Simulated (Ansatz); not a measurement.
Run report: C11H3, geometry relaxation (part 1 of 3)

The run: geometry relaxation of C11H3 (slab, 28 atoms in the cell). Method and program: DFT PBE, scalar-relativistic, plane waves, PAW, no spin polarisation (Ansatz 0.2.0).

The structure derives from an entry of the Crystallography Open Database. The input holds or restrains some coordinates.

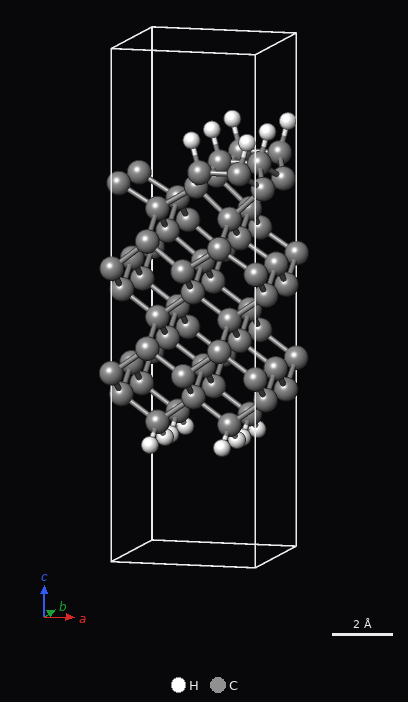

Fig. 1: The starting structure (ball-and-stick view of the 1 × 2 repeat of the cell, with the vacuum cut short, seen slightly off an axis).

### The input
```yaml
crystal:
  lattice:
    - [5.0508265913, 0.0, 0.0]
    - [0.0, 2.5254132957, 0.0]
    - [0.0, 0.0, 29.3869203333]
  atoms:
    - { symbol: H, position: [0.25, 0.1314227055, 0.2892443272] }
    - { symbol: H, position: [0.25, 0.8685772945, 0.2892443272] }
    - { symbol: H, position: [0.75, 0.8685772945, 0.2892443272] }
    - { symbol: H, position: [0.75, 0.1314227055, 0.2892443272] }
    - { symbol: C, position: [0.25, 0.5, 0.3116432718] }
    - { symbol: C, position: [0.75, 0.5, 0.3116432718] }
    - { symbol: C, position: [0.5, 0.5, 0.3420264634] }
    - { symbol: C, position: [0.0, 0.5, 0.3420264634] }
    - { symbol: C, position: [0.5, 0.0, 0.3724096552] }
    - { symbol: C, position: [0.0, 0.0, 0.3724096552] }
    - { symbol: C, position: [0.75, 0.0, 0.4027928468] }
    - { symbol: C, position: [0.25, 0.0, 0.4027928468] }
    - { symbol: C, position: [0.75, 0.5, 0.4331760385] }
    - { symbol: C, position: [0.25, 0.5, 0.4331760385] }
    - { symbol: C, position: [0.0038529044, 0.5, 0.463584547] }
    - { symbol: C, position: [0.4961470956, 0.5, 0.463584547] }
    - { symbol: C, position: [0.0040941163, 0.0, 0.4939421013] }
    - { symbol: C, position: [0.4959058837, 0.0, 0.4939421013] }
    - { symbol: C, position: [0.25, 0.0, 0.5271282821] }
    - { symbol: C, position: [0.75, 0.0, 0.5218132072] }
    - { symbol: C, position: [0.25, 0.5, 0.5593683865] }
    - { symbol: C, position: [0.75, 0.5, 0.5503766684] }
    - { symbol: C, position: [0.518356513, 0.5, 0.586635407] }
    - { symbol: C, position: [-0.018356513, 0.5, 0.586635407] }
    - { symbol: C, position: [0.6134146533, 0.0, 0.6096960417] }
    - { symbol: C, position: [0.8865853467, 0.0, 0.6096960417] }
    - { symbol: H, position: [0.9425974523, 0.0, 0.6465723277] }
    - { symbol: H, position: [0.5574025477, 0.0, 0.6465723277] }
basis:
  ecutwfc: 420
kpoints:
  mp_grid: { grid: [5, 10, 1] }
hamiltonian:
  xc: pbe
scf:
  occupations: { method: gaussian, width: 0.05 }
output:
  forces: true
  eigenvalues: true
  write_density: true
  write_potential: true
  elf: true
  volumetric_format: npy
relax:
  adjacent_minimum: "off"
  f_tol: 0.03
  max_steps: 70
  constraints: [{ sites: [0, 1, 2, 3, 4, 5, 6, 7, 8, 9, 10, 11, 12, 13] }]
efield:
  axis: 3
  dipole_correction: true
```

Run on 2 threads of Arm Neoverse V1, 24 GiB of memory available, shared host.

Run as:
```bash
ansatz run input.yaml --threads 2 --pin off --max-ram 5120MiB --backend cpu --events-out ev --progress --plain --runs-dir out
```

### What the program printed
```
Engine: ansatz 0.2.0, aarch64-unknown-linux-gnu
Pseudopotentials: kind: paw
Pseudopotential: H, paw, valence charge 1, recommended cutoff 420 eV (normal), H.paw.azcp
Pseudopotential: C, paw, valence charge 4, recommended cutoff 420 eV (normal), C.paw.azcp
Functional definition: PBE
  parameter kappa = 0.804
  parameter beta = 0.06672455060314922
  exchange = pbe_x(kappa = kappa, mu = beta*pi^2/3)
  correlation = pbe_c(beta = beta)
Crystal: 28 atoms, lattice volume = 374.843 Å³
Basis set: ecut = 420 eV, 7327 PW (Γ), exchange–correlation on 72×36×400 points (8 copies of the dense FFT grid, shifted against one another)
Bands: 75, of which v1, the nominal top of the filled ones, is band 47 counted from 1 (46 counted from 0)
Symmetry: 4 space group operations
Space group: Pmm2 (ITA 25), of the structure as read, at distance tolerance 7.2e-5 Å
k-points: 18 of 50
Non-local potential: H, projectors of the file, l = 0: 2, l = 1: 1
Non-local potential: C, projectors of the file, l = 0: 2, l = 1: 2, l = 2: 1
PAW form: soft (Blöchl's): semilocal exchange-correlation on the pseudo side does not see the compensation charge
PAW one-centre angular grid: H, 110 points (default); XC on 64 Gauss nodes
PAW one-centre angular grid: C, 110 points (default); XC on 64 Gauss nodes
Initial density: superposition of atomic densities (neutral atoms: chi_scale 0, normalization atom), corrected by the library's trained network
Initial wavefunctions: pseudopotential atomic-orbital guess
Functional: x = pbe(κ = 0.804, μ = 0.2195149727645171), c = pbe(β = 0.06672455060314922)
SCF iter   1: F=—  HF=-5604.676459 eV  |F-HF|=—  |Δ(HF+E_count)|=         —  Δρ=6.57e-3  dr2=4.62e-1  ethr=1.77e-3  p=-0.151 e·Å  D=-7.28e-2 V/Å  ΔV_dip=2.14 eV  dr2_dipole=4.24e-2  V_vac-E_F(+/−)=3.02/0.88 eV  ⟨swp⟩=11.0  Hψ=8817  notcnv=0  defer=239
efield: sawtooth ramp at fractional position 0.9179 (placed from the atoms, in the widest stretch of the axis that holds none; the zero of the levels goes with the place), width 0.1000; the density the first Hamiltonian is built on has a dipole p = -0.151 e·Å; the dipole correction subtracts the counter field D = -7.28e-2 V/Å, which shifts the + side's vacuum level by +2.14 eV against the − side's; the planar-averaged density in the ramp window peaks in size at 2.2e-5 e/Å³
preconditioner: auto → Resta (q_TF=auto, 2.167 Å⁻¹)  ε∞=2.4  [insulator: Δε(μ)=1.063 eV  Ē_g=15.743 eV  σ=0.050 eV  W_gap=1.00  n_scr=54 (ndim 8)  ℏωp=18.6 eV  f_vac=0.571  D(μ)=0.00/eV (n_scr^D=0)  ε∞_Penn≈2.4  vacuum switching on, ρ_ref=1.8e-2 e/Å³]
SCF iter   2: F=—  HF=-5604.581761 eV  |F-HF|=—  |Δ(HF+E_count)|=   9.47e-2  Δρ=2.74e-3  dr2=2.60e-2  ethr=4.92e-4  p=-0.052 e·Å  D=-2.51e-2 V/Å  ΔV_dip=0.74 eV  dr2_dipole=5.73e-4  V_vac-E_F(+/−)=2.06/1.32 eV  ⟨swp⟩=3.2  Hψ=2197  notcnv=0  defer=395
SCF iter   3: F=—  HF=-5604.582281 eV  |F-HF|=—  |Δ(HF+E_count)|=   5.21e-4  Δρ=1.33e-3  dr2=4.33e-3  ethr=2.76e-5  p=-0.058 e·Å  D=-2.79e-2 V/Å  ΔV_dip=0.82 eV  dr2_dipole=1.66e-4  V_vac-E_F(+/−)=2.08/1.26 eV  ⟨swp⟩=2.8  Hψ=1938  notcnv=0  defer=393
SCF iter   4: F=—  HF=-5604.584598 eV  |F-HF|=—  |Δ(HF+E_count)|=   2.32e-3  Δρ=4.25e-4  dr2=1.15e-3  ethr=4.60e-6  p=-0.044 e·Å  D=-2.11e-2 V/Å  ΔV_dip=0.62 eV  dr2_dipole=4.89e-5  V_vac-E_F(+/−)=1.96/1.34 eV  ⟨swp⟩=2.9  Hψ=2221  notcnv=0  defer=387
SCF iter   5: F=—  HF=-5604.584622 eV  |F-HF|=—  |Δ(HF+E_count)|=   2.41e-5  Δρ=1.05e-4  dr2=3.31e-5  ethr=1.22e-6  p=-0.044 e·Å  D=-2.12e-2 V/Å  ΔV_dip=0.62 eV  dr2_dipole=4.95e-6  V_vac-E_F(+/−)=1.98/1.36 eV  ⟨swp⟩=2.4  Hψ=2052  notcnv=0  defer=387
SCF iter   6: F=-5604.584639 eV  HF=-5604.584642 eV  |F-HF|=2.73e-6  |Δ(HF+E_count)|=   1.95e-5  Δρ=3.14e-5  dr2=6.23e-6  ethr=2.39e-8  p=-0.042 e·Å  D=-2.03e-2 V/Å  ΔV_dip=0.60 eV  dr2_dipole=5.04e-7  V_vac-E_F(+/−)=1.97/1.37 eV  ⟨swp⟩=33.1  Hψ=18403  notcnv=0
SCF 1 converged in 6 iterations: F = -5604.584639 eV  dr2 = 6.23e-6
  Residual-converged pass: ⟨swp⟩=1.0  Hψ=1422  notcnv=0  max |occ|·‖R‖ = 6.9e-9 eV (tolerance 1.0e-8 eV)  dr2=6.23e-6  dr2_onsite=3.00e-8  max |Δocc| = 1.3e-96
  greatest PAW one-centre occupation: 0.673 electrons in one spin orbital (limit 2), on the C atom at site 25 (counted from 0), in its partial waves of l = 0
relax step   1: F+E_penalty+E_count = -5604.58463898 eV  Δ(F+E_penalty+E_count) = +0.000e0 eV  max|allowed force component| = 7.214e0 eV/Å  Δτ_max = 0.0000 Å  (6 SCF iters, dr2 threshold 2.25e-5 eV, accepted)
Initial density: handed on by an earlier stage of this run
Initial wavefunctions: those handed on with the density
iter 1 solved again at ethr=4.81e-4 eV; its pass at ethr=3.10e-3 eV (dr2=4.52e-1 eV) is discarded
SCF iter   1: F=—  HF=-5605.735264 eV  |F-HF|=—  |Δ(HF+E_count)|=         —  Δρ=1.26e-2  dr2=4.10e-1  ethr=4.81e-4  p=-0.042 e·Å  D=-2.03e-2 V/Å  ΔV_dip=0.60 eV  dr2_dipole=3.63e-7  V_vac-E_F(+/−)=1.97/1.37 eV  ⟨swp⟩=1.3  Hψ=5219  notcnv=0  defer=397
efield: sawtooth ramp at fractional position 0.9179 (handed on by an earlier solve), width 0.1000; the density the first Hamiltonian is built on has a dipole p = -0.042 e·Å; the dipole correction subtracts the counter field D = -2.03e-2 V/Å, which shifts the + side's vacuum level by +0.60 eV against the − side's; the planar-averaged density in the ramp window peaks in size at 3.8e-6 e/Å³
preconditioner: auto → Resta (q_TF=auto, 2.167 Å⁻¹)  ε∞=2.4  [insulator: Δε(μ)=1.379 eV  Ē_g=15.743 eV  σ=0.050 eV  W_gap=1.00  n_scr=54 (ndim 8)  ℏωp=18.6 eV  f_vac=0.574  D(μ)=0.00/eV (n_scr^D=0)  ε∞_Penn≈2.4  vacuum switching on, ρ_ref=1.8e-2 e/Å³]
SCF iter   2: F=—  HF=-5605.643462 eV  |F-HF|=—  |Δ(HF+E_count)|=   9.18e-2  Δρ=5.26e-3  dr2=4.39e-2  ethr=4.36e-4  p=-0.042 e·Å  D=-2.04e-2 V/Å  ΔV_dip=0.60 eV  dr2_dipole=5.79e-5  V_vac-E_F(+/−)=1.97/1.37 eV  ⟨swp⟩=2.9  Hψ=1730  notcnv=0  defer=398
SCF iter   3: F=—  HF=-5605.639663 eV  |F-HF|=—  |Δ(HF+E_count)|=   3.80e-3  Δρ=1.67e-3  dr2=5.29e-3  ethr=4.67e-5  p=-0.045 e·Å  D=-2.16e-2 V/Å  ΔV_dip=0.63 eV  dr2_dipole=3.93e-4  V_vac-E_F(+/−)=2.00/1.37 eV  ⟨swp⟩=2.1  Hψ=2139  notcnv=0  defer=401
SCF iter   4: F=—  HF=-5605.639694 eV  |F-HF|=—  |Δ(HF+E_count)|=   3.12e-5  Δρ=3.80e-4  dr2=6.10e-4  ethr=5.63e-6  p=-0.031 e·Å  D=-1.48e-2 V/Å  ΔV_dip=0.43 eV  dr2_dipole=8.86e-5  V_vac-E_F(+/−)=1.81/1.37 eV  ⟨swp⟩=2.1  Hψ=1855  notcnv=0  defer=401
SCF iter   5: F=-5605.639637 eV  HF=-5605.639664 eV  |F-HF|=2.68e-5  |Δ(HF+E_count)|=   3.02e-5  Δρ=9.85e-5  dr2=5.27e-5  ethr=1.06e-7  p=-0.034 e·Å  D=-1.65e-2 V/Å  ΔV_dip=0.48 eV  dr2_dipole=9.86e-6  V_vac-E_F(+/−)=1.86/1.37 eV  ⟨swp⟩=26.9  Hψ=17311  notcnv=0
SCF 2 converged in 5 iterations: F = -5605.639637 eV  dr2 = 5.27e-5
  greatest PAW one-centre occupation: 0.666 electrons in one spin orbital (limit 2), on the C atom at site 4 (counted from 0), in its partial waves of l = 0
relax step   2: F+E_penalty+E_count = -5605.63963673 eV  Δ(F+E_penalty+E_count) = -1.055e0 eV  max|allowed force component| = 2.940e0 eV/Å  Δτ_max = 0.1853 Å  (5 SCF iters, dr2 threshold 1.00e-4 eV, accepted)
SCF iter   1: F=—  HF=-5605.792080 eV  |F-HF|=—  |Δ(HF+E_count)|=         —  Δρ=5.87e-3  dr2=7.85e-2  ethr=5.13e-4  p=-0.034 e·Å  D=-1.65e-2 V/Å  ΔV_dip=0.48 eV  dr2_dipole=1.01e-4  V_vac-E_F(+/−)=1.85/1.37 eV  ⟨swp⟩=4.6  Hψ=3042  notcnv=0  defer=400
efield: sawtooth ramp at fractional position 0.9179 (handed on by an earlier solve), width 0.1000; the density the first Hamiltonian is built on has a dipole p = -0.034 e·Å; the dipole correction subtracts the counter field D = -1.65e-2 V/Å, which shifts the + side's vacuum level by +0.48 eV against the − side's; the planar-averaged density in the ramp window peaks in size at 4.1e-6 e/Å³
preconditioner: auto → Resta (q_TF=auto, 2.167 Å⁻¹)  ε∞=2.4  [insulator: Δε(μ)=1.380 eV  Ē_g=15.798 eV  σ=0.050 eV  W_gap=1.00  n_scr=54 (ndim 8)  ℏωp=18.6 eV  f_vac=0.577  D(μ)=0.00/eV (n_scr^D=0)  ε∞_Penn≈2.4  vacuum switching on, ρ_ref=1.8e-2 e/Å³]
SCF iter   2: F=—  HF=-5605.768674 eV  |F-HF|=—  |Δ(HF+E_count)|=   2.34e-2  Δρ=2.69e-3  dr2=1.33e-2  ethr=8.35e-5  p=-0.028 e·Å  D=-1.37e-2 V/Å  ΔV_dip=0.40 eV  dr2_dipole=8.05e-5  V_vac-E_F(+/−)=1.77/1.37 eV  ⟨swp⟩=2.0  Hψ=2196  notcnv=0  defer=411
SCF iter   3: F=—  HF=-5605.765677 eV  |F-HF|=—  |Δ(HF+E_count)|=   3.00e-3  Δρ=5.00e-4  dr2=7.40e-4  ethr=1.42e-5  p=-0.020 e·Å  D=-9.71e-3 V/Å  ΔV_dip=0.29 eV  dr2_dipole=2.94e-5  V_vac-E_F(+/−)=1.66/1.37 eV  ⟨swp⟩=2.1  Hψ=1725  notcnv=0  defer=411
SCF iter   4: F=—  HF=-5605.765562 eV  |F-HF|=—  |Δ(HF+E_count)|=   1.15e-4  Δρ=1.43e-4  dr2=5.36e-5  ethr=7.87e-7  p=-0.023 e·Å  D=-1.09e-2 V/Å  ΔV_dip=0.32 eV  dr2_dipole=3.09e-6  V_vac-E_F(+/−)=1.69/1.37 eV  ⟨swp⟩=2.0  Hψ=2024  notcnv=0  defer=411
SCF iter   5: F=-5605.765562 eV  HF=-5605.765570 eV  |F-HF|=7.62e-6  |Δ(HF+E_count)|=   7.89e-6  Δρ=4.03e-5  dr2=9.91e-6  ethr=5.70e-8  p=-0.021 e·Å  D=-1.04e-2 V/Å  ΔV_dip=0.30 eV  dr2_dipole=2.16e-6  V_vac-E_F(+/−)=1.68/1.37 eV  ⟨swp⟩=27.7  Hψ=17260  notcnv=0
SCF 3 converged in 5 iterations: F = -5605.765562 eV  dr2 = 9.91e-6
relax step   3: F+E_penalty+E_count = -5605.76556229 eV  Δ(F+E_penalty+E_count) = -1.259e-1 eV  max|allowed force component| = 1.084e0 eV/Å  Δτ_max = 0.0594 Å  (5 SCF iters, dr2 threshold 1.00e-4 eV, accepted)
SCF iter   1: F=—  HF=-5605.863092 eV  |F-HF|=—  |Δ(HF+E_count)|=         —  Δρ=5.24e-3  dr2=5.93e-2  ethr=1.21e-3  p=-0.021 e·Å  D=-1.04e-2 V/Å  ΔV_dip=0.30 eV  dr2_dipole=1.51e-4  V_vac-E_F(+/−)=1.67/1.37 eV  ⟨swp⟩=3.7  Hψ=3121  notcnv=0  defer=213
efield: sawtooth ramp at fractional position 0.9179 (handed on by an earlier solve), width 0.1000; the density the first Hamiltonian is built on has a dipole p = -0.021 e·Å; the dipole correction subtracts the counter field D = -1.04e-2 V/Å, which shifts the + side's vacuum level by +0.30 eV against the − side's; the planar-averaged density in the ramp window peaks in size at 4.3e-6 e/Å³
preconditioner: auto → Resta (q_TF=auto, 2.167 Å⁻¹)  ε∞=2.4  [insulator: Δε(μ)=1.378 eV  Ē_g=15.721 eV  σ=0.050 eV  W_gap=1.00  n_scr=54 (ndim 8)  ℏωp=18.6 eV  f_vac=0.575  D(μ)=0.00/eV (n_scr^D=0)  ε∞_Penn≈2.4  vacuum switching on, ρ_ref=1.8e-2 e/Å³]
SCF iter   2: F=—  HF=-5605.851148 eV  |F-HF|=—  |Δ(HF+E_count)|=   1.19e-2  Δρ=2.14e-3  dr2=6.40e-3  ethr=6.31e-5  p=-0.028 e·Å  D=-1.37e-2 V/Å  ΔV_dip=0.40 eV  dr2_dipole=4.56e-7  V_vac-E_F(+/−)=1.77/1.37 eV  ⟨swp⟩=2.0  Hψ=2282  notcnv=0  defer=385
SCF iter   3: F=—  HF=-5605.851070 eV  |F-HF|=—  |Δ(HF+E_count)|=   7.76e-5  Δρ=6.87e-4  dr2=7.46e-4  ethr=6.80e-6  p=-0.028 e·Å  D=-1.35e-2 V/Å  ΔV_dip=0.40 eV  dr2_dipole=1.29e-8  V_vac-E_F(+/−)=1.77/1.37 eV  ⟨swp⟩=2.0  Hψ=1579  notcnv=0  defer=385
SCF iter   4: F=—  HF=-5605.851126 eV  |F-HF|=—  |Δ(HF+E_count)|=   5.62e-5  Δρ=1.06e-4  dr2=4.09e-5  ethr=1.06e-7  p=-0.028 e·Å  D=-1.33e-2 V/Å  ΔV_dip=0.39 eV  dr2_dipole=2.84e-7  V_vac-E_F(+/−)=1.76/1.37 eV  ⟨swp⟩=24.8  Hψ=16139  notcnv=0
SCF iter   5: F=-5605.851128 eV  HF=-5605.851130 eV  |F-HF|=1.44e-6  |Δ(HF+E_count)|=   3.42e-6  Δρ=2.31e-5  dr2=4.65e-6  ethr=4.36e-8  p=-0.027 e·Å  D=-1.31e-2 V/Å  ΔV_dip=0.39 eV  dr2_dipole=6.01e-8  V_vac-E_F(+/−)=1.76/1.37 eV  ⟨swp⟩=17.8  Hψ=13570  notcnv=0
SCF 4 converged in 5 iterations: F = -5605.851128 eV  dr2 = 4.65e-6
  Residual-converged pass: ⟨swp⟩=1.0  Hψ=1422  notcnv=0  max |occ|·‖R‖ = 6.9e-9 eV (tolerance 1.0e-8 eV)  dr2=4.65e-6  dr2_onsite=1.53e-8  max |Δocc| = 5.4e-96
relax step   4: F+E_penalty+E_count = -5605.85112821 eV  Δ(F+E_penalty+E_count) = -8.557e-2 eV  max|allowed force component| = 8.013e-2 eV/Å  Δτ_max = 0.0852 Å  (5 SCF iters, dr2 threshold 1.00e-4 eV, accepted)
```
